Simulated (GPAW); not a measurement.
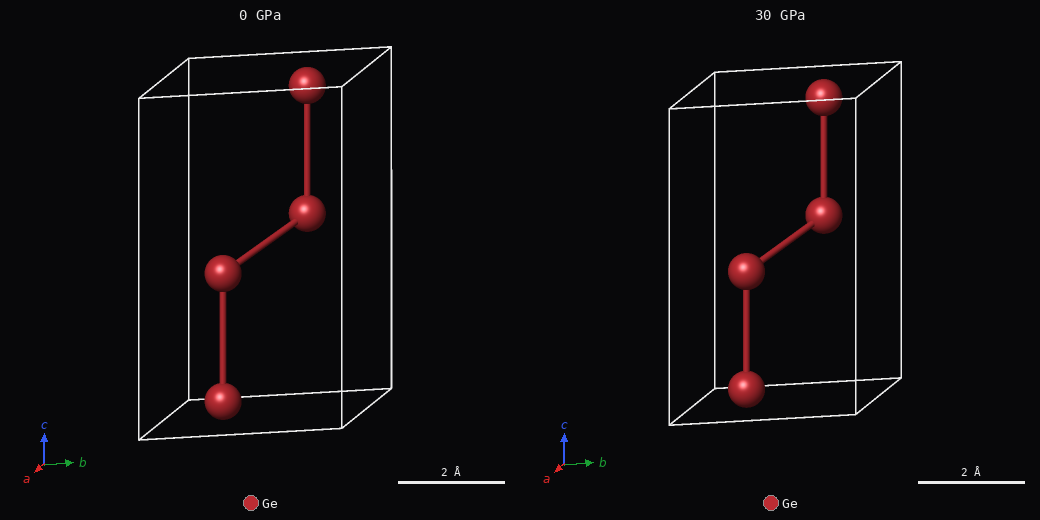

Ge, hexagonal diamond (lonsdaleite type), space group P6₃/mmc (No. 194), relaxed (cell and atoms) under a series of hydrostatic pressures; the conventional cell is drawn at the lowest and the highest, to one scale (sticks follow a distance rule). The start was a structure listed in the Materials Project. This isn't the form of Ge at room conditions, which is diamond.

Alike in all runs: GPAW 26.7.0; functional PBEsol; potentials PAW data sets generated in the run's folder for this functional; cutoff 600 eV; k mesh 7 × 7 × 4 on the run's cell of 4 atoms; occupations fermi-dirac, width 0.05 eV; no spin polarisation; no spin-orbit coupling.

| pressure (GPa) | volume (Å³/atom) | a (Å) | c (Å) |
| --- | --- | --- | --- |
| 0.0 | 22.929 | 4.006 | 6.598 |
| 2.0 | 22.292 | 3.969 | 6.537 |
| 5.0 | 21.532 | 3.923 | 6.462 |
| 10.0 | ? | ? | ? |
| 20.0 | 19.009 | 3.757 | 6.219 |
| 30.0 | 17.929 | 3.682 | 6.108 |

Question: Fit a third-order Birch-Murnaghan equation to the rows given and use it to fill in the volume that is left out.

Answer: The fit gives V0 = 22.91 Å³/atom, B0 = 69 GPa and B0′ = 4.6, which puts the volume at 10.0 GPa at 20.50 Å³/atom. The run gave volume 20.500 Å³/atom; a 3.859 Å; c 6.359 Å.

Question: Which axis yields most up to 30 GPa?

Answer: The axes shrink nearly alike: a −8.1 %, c −7.4 %, against −21.8 % in volume.

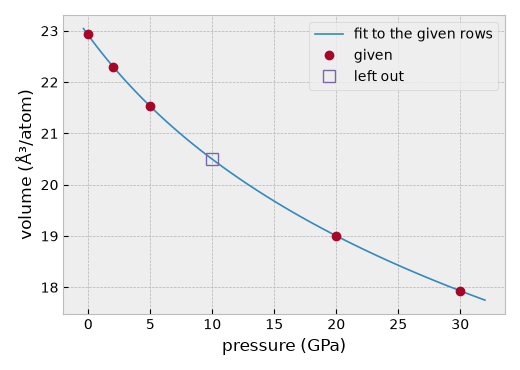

Volume against pressure, with the fit. The structure was kept in its own symmetry, so a change to another phase within this range wouldn't be seen. The gaps aren't listed, since this mesh can miss the band edges.

Caveat: later steps reuse the first step's grids.
